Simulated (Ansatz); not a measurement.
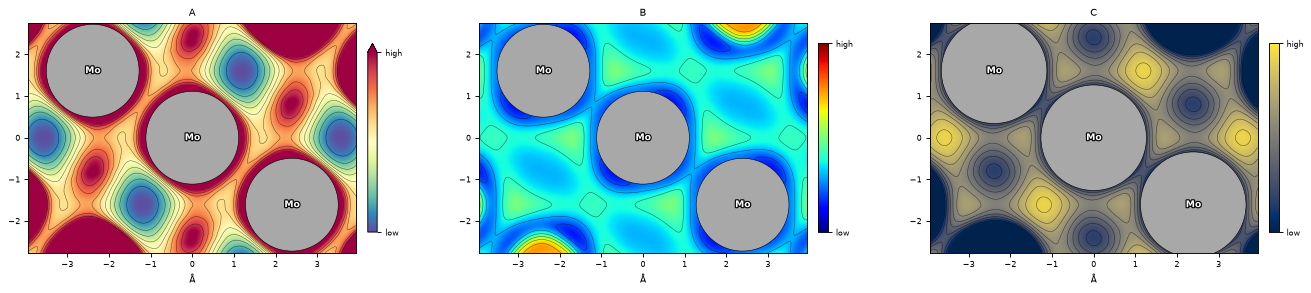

Mo: 3 fields on the (110) plane of the conventional cell, with unlabelled colour scales. Grey discs cover the atomic cores.

Space group R-3m; a generated structure, not necessarily the stable one; computed without spin polarisation.

All numbers below come from Ansatz, DFT PBE, scalar-relativistic, plane waves, PAW.

**Which field does each panel show? The fields are: electron localisation function, electrostatic potential energy of an electron and valence pseudo-density.**

Panel A: valence pseudo-density. Panel B: electron localisation function. Panel C: electrostatic potential energy of an electron (low next to the atoms, rising into the space between them). From the grid: Mo–Mo (2.88 Å): ρ at the midpoint is about 0.3 e/Å³; the ELF is about 0.30 at the midpoint (no shared electron pair shows on this line).
